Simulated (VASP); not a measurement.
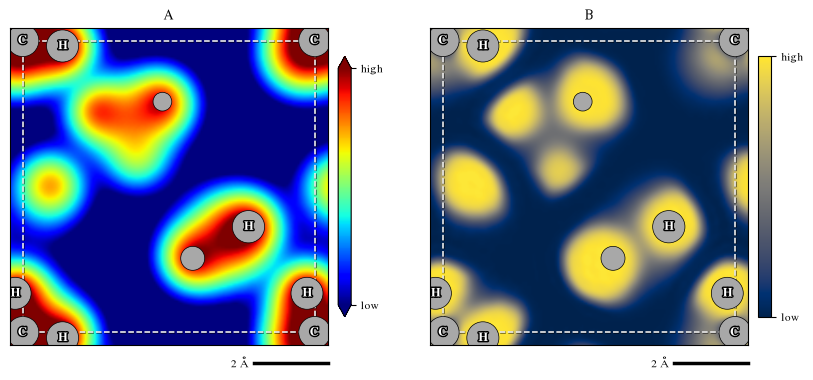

H₄C (amorphous cell): 2 fields on the (010) plane of the calculation cell, with unlabelled colour scales. Grey discs cover the atomic cores.

Method: VASP 6.6.1, Kohn-Sham DFT of a periodic cell, PBE with D3(BJ), VASP PAW PBE potentials, recommended.

Q: The panels show electron localisation function and valence pseudo-density in some order. Assign them.

A: Panel A: valence pseudo-density. Panel B: electron localisation function. From the grid: C–H (1.09 Å): ρ is about 2 e/Å³ halfway; the ELF climbs to about 1 towards the hydrogen, as it does in any bond to H (a covalent bond by its length).
